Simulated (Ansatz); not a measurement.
# AlN: a changed input and its effect

System: AlN (4 atoms in the cell).
Method of run 1: DFT, PBE, plane waves, PAW, no spin polarisation (Ansatz 0.2.0).

The structure was built on a prototype by a generator. The geometry comes from this level: r2SCAN (a point of a series of strains). Text and figures count atoms from 1; the logs count them from 0 in places.

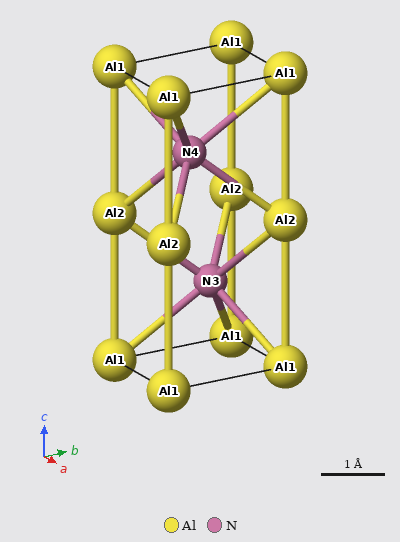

Fig. 1: The structure (ball-and-stick view of the cell of the calculation, seen slightly off an axis; atoms are numbered from 1 in the order of the input). Near neighbours in the crystal (not all of them lie inside the picture): Al has 2 Al at 2.40 Å and 6 N at 2.02 Å; N has 6 Al at 2.02 Å.

The input, run 1:
```yaml
crystal:
  lattice:
    - [2.8107568602, 0.0, 0.0]
    - [-1.4053784301, 2.4341868448, 0.0]
    - [0.0, 0.0, 4.8032509557]
  atoms:
    - { symbol: Al, position: [0.0, 0.0, 0.0] }
    - { symbol: Al, position: [0.0, 0.0, 0.5] }
    - { symbol: "N", position: [0.3333333333, 0.6666666667, 0.25] }
    - { symbol: "N", position: [0.6666666667, 0.3333333333, 0.75] }
kpoints:
  mp_grid: { grid: [12, 12, 6] }
  band_path:
    path:
      - [0.0, 0.0, 0.0]
      - [0.5, 0.0, 0.0]
      - [0.3333333333, 0.3333333333, 0.0]
      - [0.0, 0.0, 0.5]
      - [0.5, 0.0, 0.5]
      - [0.3333333333, 0.3333333333, 0.5]
      - [0.0, -0.5, 0.317708]
    npoints: 1
hamiltonian:
  xc: pbe
scf:
  occupations: { method: fermi_dirac, width: 0.02 }
  n_extra_bands: 5
output:
  forces: true
  stress: true
  eigenvalues: true
  write_density: true
  write_potential: true
  elf: true
  volumetric_format: npy
```

Launched with:
```bash
ansatz run input.yaml --threads 4 --pin off --max-ram 3686MiB --backend cpu --events-out ev --progress --plain --runs-dir out
```

Hardware: 4 threads of an Arm (aarch64) CPU, shared host.

Output, shortened to warnings, some set-up lines, iterations and results (run 1):
```
Basis set: ecut = 420 eV, 653 PW (Γ), exchange–correlation on 40×40×72 points (8 copies of the dense FFT grid, shifted against one another)
Symmetry: 24 space group operations
k-points: 76 of 864
Initial density: superposition of atomic densities (neutral atoms: chi_scale 0, normalization atom), corrected by the library's trained network
[...]
SCF iter   1: F=—  HF=-1847.135024 eV  |F-HF|=—  |Δ(HF+E_count)|=         —  Δρ=4.08e-3  dr2=4.52e-3  ethr=1.77e-3  ⟨swp⟩=6.2  Hψ=6662  notcnv=0
SCF iter   2: F=—  HF=-1847.133926 eV  |F-HF|=—  |Δ(HF+E_count)|=   1.10e-3  Δρ=1.28e-3  dr2=3.06e-4  ethr=2.83e-5  ⟨swp⟩=2.7  Hψ=2297  notcnv=0  defer=75
SCF iter   3: F=—  HF=-1847.133963 eV  |F-HF|=—  |Δ(HF+E_count)|=   3.70e-5  Δρ=3.31e-4  dr2=1.19e-5  ethr=1.91e-6  ⟨swp⟩=2.6  Hψ=1547  notcnv=0  defer=75
SCF iter   4: F=—  HF=-1847.133992 eV  |F-HF|=—  |Δ(HF+E_count)|=   2.91e-5  Δρ=1.82e-5  dr2=4.97e-8  ethr=7.42e-8  ⟨swp⟩=2.0  Hψ=1520  notcnv=0  defer=75
SCF iter   5: F=-1847.133992 eV  HF=-1847.133992 eV  |F-HF|=1.65e-10  |Δ(HF+E_count)|=   6.28e-8  Δρ=2.62e-6  dr2=1.30e-9  ethr=3.11e-10  ⟨swp⟩=2.0  Hψ=1481  notcnv=0  …
SCF iter   6: F=-1847.133992 eV  HF=-1847.133992 eV  |F-HF|=7.28e-12  |Δ(HF+E_count)|=  2.27e-10  Δρ=3.76e-7  dr2=2.32e-11  ethr=8.13e-12  ⟨swp⟩=7.3  Hψ=6159  notcnv=0
SCF 1 converged in 6 iterations: F = -1847.133992 eV  dr2 = 2.32e-11
NSCF: frozen V_eff on 7 k-points
SCF converged after 6 iterations
Free energy (F): -1847.133992 eV
Harris-Foulkes:  -1847.133992 eV  (|F-HF|=7.28e-12)
Internal energy: -1847.133992 eV  (E = F + TS)
E sigma→0 (E₀):  -1847.133992 eV
Fermi energy:    13.919159 eV
--- Per-component energies (eV) ---
  E_band       = 77.434460
  E_kinetic    = 327.023582
  E_local      = -337.991002  (includes V_loc(G=0)·N_el)
  E_nonlocal   = 109.305991
  E_hartree    = 122.780755
  E_xc         = -206.744952
  E_vxc        = -220.236088  (∫ρ·V_xc dr)
  E_paw        = -1190.014983  (= ΣΔE_a)
  E_vpaw       = -46.229680  (= ΣTr[D̂ρ^β])
  E_aug_tail   = 0.000195  (compensation charges beyond the density's cutoff)
  E_ewald      = -671.493578
  E_smearing   = -0.000000  (= −TS)
  E_closure    = -0.000000  (closes the sum)
  Σ components = -1847.133992   (vs F -1847.133992, Δ=0.00e0)
--- Forces (eV/Å), atoms counted from 1 ---
  atom   1  Al    -0.00000000     0.00000000     0.00000000
  atom   2  Al    -0.00000000    -0.00000000     0.00000000
  atom   3  N      0.00000000     0.00000000     0.00000000
  atom   4  N     -0.00000000    -0.00000000     0.00000000
  max |Σ_I F_I| component: 3.70e-17 eV/Å
--- Stress (GPa, compression-positive) ---
       11.925215       0.000000       0.000000
       -0.000000      11.925215       0.000000
        0.000000       0.000000      14.612723
  P = ⅓ Tr σ = 12.8211 GPa (128.211 kbar)
```

The input of run 2 differs as follows (lines with − go, lines with + come):
```diff
-  xc: pbe
+  xc: r2scan
-  occupations: { method: fermi_dirac, width: 0.02 }
+  occupations: { method: fixed }
```

Predict how the results change.

The total energies belong to different methods, so their difference says nothing on which is more stable or more accurate. The gap on the mesh goes from 5.09 to 5.87 eV. The pressure goes from 12.82 to 6.51 GPa. The functional changes from PBE to r2SCAN. The SCF takes 8 iterations against 6. The default cutoff goes from 420 to 500 eV with the change. The plane waves at Γ go from 653 to 845.

Output, shortened to warnings, some set-up lines, iterations and results (run 2):
```
Basis set: ecut = 500 eV, 845 PW (Γ), exchange–correlation on 96×96×144 points (64 copies of the dense FFT grid, shifted against one another)
Symmetry: 24 space group operations
k-points: 76 of 864
Initial density: superposition of atomic densities (neutral atoms: chi_scale 0, normalization atom), corrected by the library's trained network
[...]
SCF iter   1: F=—  HF=-1855.350927 eV  |F-HF|=—  |Δ(HF+E_count)|=         —  Δρ=6.30e-3  dr2=8.62e-3  dr2_τ=3.22e-1  ethr=1.77e-3  ⟨swp⟩=5.1  Hψ=5397  notcnv=0  defer=213
SCF iter   2: F=—  HF=-1855.593000 eV  |F-HF|=—  |Δ(HF+E_count)|=   2.42e-1  Δρ=5.29e-3  dr2=5.84e-3  dr2_τ=1.28e-4  ethr=5.39e-5  ⟨swp⟩=3.0  Hψ=2520  notcnv=0  defer=226
SCF iter   3: F=—  HF=-1855.594483 eV  |F-HF|=—  |Δ(HF+E_count)|=   1.48e-3  Δρ=4.04e-3  dr2=5.73e-3  dr2_τ=4.60e-4  ethr=3.65e-5  ⟨swp⟩=2.8  Hψ=1777  notcnv=0  defer=225
SCF iter   4: F=—  HF=-1855.593610 eV  |F-HF|=—  |Δ(HF+E_count)|=   8.73e-4  Δρ=1.53e-3  dr2=7.98e-4  dr2_τ=1.09e-5  ethr=3.58e-5  ⟨swp⟩=3.0  Hψ=1636  notcnv=0  defer=224
SCF iter   5: F=—  HF=-1855.593564 eV  |F-HF|=—  |Δ(HF+E_count)|=   4.65e-5  Δρ=6.07e-4  dr2=1.25e-4  dr2_τ=3.00e-6  ethr=4.99e-6  ⟨swp⟩=3.0  Hψ=1584  notcnv=0  defer=221
SCF iter   6: F=—  HF=-1855.593552 eV  |F-HF|=—  |Δ(HF+E_count)|=   1.15e-5  Δρ=6.82e-5  dr2=1.51e-6  dr2_τ=2.03e-8  ethr=7.83e-7  ⟨swp⟩=2.2  Hψ=1399  notcnv=0  defer=129
SCF iter   7: F=—  HF=-1855.593550 eV  |F-HF|=—  |Δ(HF+E_count)|=   2.03e-6  Δρ=4.01e-6  dr2=5.67e-9  dr2_τ=9.65e-11  ethr=6.25e-10  ⟨swp⟩=11.4  Hψ=8994  notcnv=0
SCF iter   8: F=-1855.593550 eV  HF=-1855.593550 eV  |F-HF|=5.46e-12  |Δ(HF+E_count)|=  7.16e-10  Δρ=1.13e-7  dr2=2.53e-12  dr2_τ=5.19e-13  ethr=3.54e-11  ⟨swp⟩=5.0  Hψ=4982  …
SCF 1 converged in 8 iterations: F = -1855.593550 eV  dr2 = 2.53e-12
NSCF: frozen V_eff on 7 k-points
SCF converged after 8 iterations
Free energy (F): -1855.593550 eV
Harris-Foulkes:  -1855.593550 eV  (|F-HF|=5.46e-12)
Internal energy: -1855.593550 eV  (E = F + TS)
E sigma→0 (E₀):  -1855.593550 eV
Fermi energy:    11.199284 eV
--- Per-component energies (eV) ---
  E_band       = 69.723396
  E_kinetic    = 329.129023
  E_local      = -339.418259  (includes V_loc(G=0)·N_el)
  E_nonlocal   = 106.870507
  E_hartree    = 124.787087
  E_xc         = -200.717713
  E_vxc        = -242.671200  (∫ρ·V_xc dr)
  E_paw        = -1204.571311  (= ΣΔE_a)
  E_vpaw       = -46.697983  (= ΣTr[D̂ρ^β])
  E_aug_tail   = 0.000039  (compensation charges beyond the density's cutoff)
  E_vtau       = 12.937120  (kinetic-family band-sum trace: ∫τ·v_τ [+ j·A + Jᵃ·Aᵃ] dr)
  E_ewald      = -671.493578
  E_core_change = -0.179345  (= ΣΔE_core)
  E_smearing   = -0.000000  (= −TS)
  E_closure    = 0.000000  (closes the sum)
  Σ components = -1855.593550   (vs F -1855.593550, Δ=0.00e0)
--- Forces (eV/Å), atoms counted from 1 ---
  atom   1  Al    -0.00000000     0.00000000    -0.00000000
  atom   2  Al    -0.00000000    -0.00000000    -0.00000000
  atom   3  N     -0.00000000     0.00000000     0.00000000
  atom   4  N     -0.00000000    -0.00000000     0.00000000
  max |Σ_I F_I| component: 7.40e-17 eV/Å
--- Stress (GPa, compression-positive) ---
        6.149421       0.000000       0.000000
        0.000000       6.149421       0.000000
        0.000000       0.000000       7.236780
  P = ⅓ Tr σ = 6.5119 GPa (65.119 kbar)
```

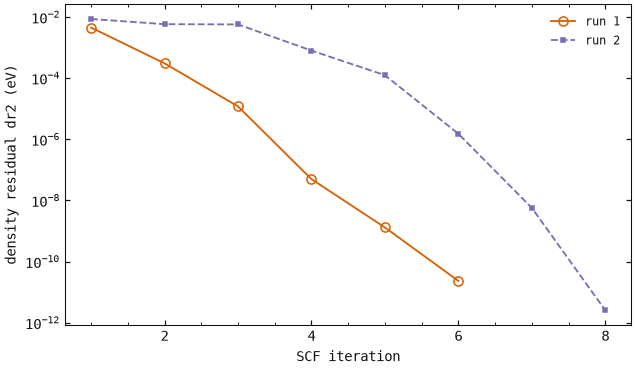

Fig. 2: Convergence of the two runs: density residual dr2 against the SCF iteration. Run 1 takes 6 iterations in all, and run 2 takes 8.

The two runs side by side:

| quantity | run 1 | run 2 |
| --- | --- | --- |
| outcome | converged | converged |
| free energy per atom (eV) | −461.7835 | −463.8984 |
| gap on the mesh (eV) | 5.09 | 5.87 |
| pressure (GPa) | 12.82 | 6.51 |
| largest force (eV/Å) | 0.000 | 0.000 |
| SCF iterations | 6 | 8 |
| irreducible k-points | 76 | 76 |
| plane waves at Γ | 653 | 845 |
| wall time (shared host) | 1.6 s | 3.8 s |

For run 1: The cell is under a pressure of 12.8 GPa at this level, so it is not at its equilibrium volume. For run 2: The cell is under a pressure of 6.5 GPa at this level, so it is not at its equilibrium volume.
